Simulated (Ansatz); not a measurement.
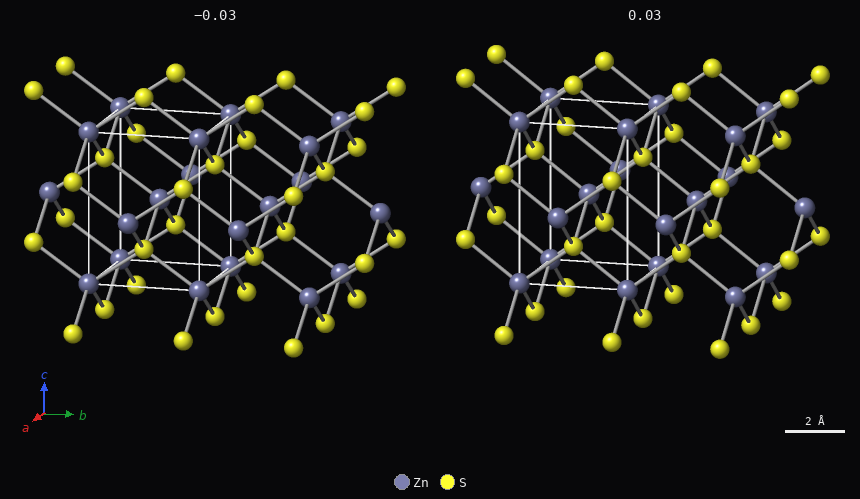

Solid ZnS (set up in F-43m), under uniaxial strain along c (a, b relaxed, atoms fixed by symmetry), with energies (extrapolated to zero smearing) counted from the relaxed crystal, which is the row at zero; the cubic crystal is set up in a tetragonal cell with a = a(cubic)/√2 and c = a(cubic). The picture shows the first and the last member. Style: ball-and-stick. Shown: the cell of the calculation, repeated 1 × 2 × 1 with one cell outlined, slightly off an axis.

Computed with Ansatz 0.2.0: DFT PBE, scalar-relativistic, plane waves, PAW. Set-up: plane-wave cutoff 420 eV; k-point mesh 8 × 8 × 6; occupations gaussian; smearing width 0.02 eV; no spin polarisation; force threshold 0.008 eV/Å.

| strain | energy (meV/atom) | a (Å) | c (Å) | band gap (eV) |
| --- | --- | --- | --- | --- |
| −0.03 | 3.13 | 3.893 | 5.279 | 1.96 |
| −0.02 | 1.41 | 3.878 | 5.333 | 1.97 |
| −0.01 | ? | ? | ? | ? |
| 0.0 | 0.00 | 3.848 | 5.442 | 2.02 |
| 0.01 | 0.34 | 3.836 | 5.497 | 1.99 |
| 0.02 | 1.41 | 3.822 | 5.551 | 1.96 |
| 0.03 | 3.22 | 3.809 | 5.606 | 1.92 |

Estimate the missing row from the others, and compare with the calculation.

Answer. A parabola through three neighbouring rows (−0.03, −0.02, 0.0) gives, with Lagrange weights, (−0.3333)(3.13) + (1.0000)(1.41) + (0.3333)(0.00) = 0.37 meV/atom. The calculation gives 0.36 meV/atom (a = 3.864 Å, c = 5.388 Å). The estimate is 0.01 meV/atom too high. For the gap a parabola through the rows −0.03, −0.02, 0.0 gives 1.99 eV, and the calculation 1.99 eV (semilocal gaps, lower than measured ones as a rule). From the first member to the last: S–Zn 2.352 → 2.364 Å.

The whole series:

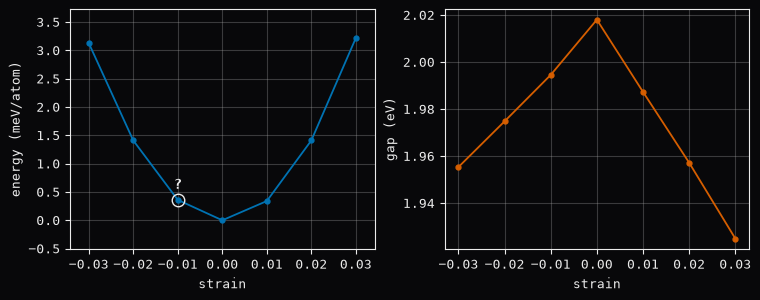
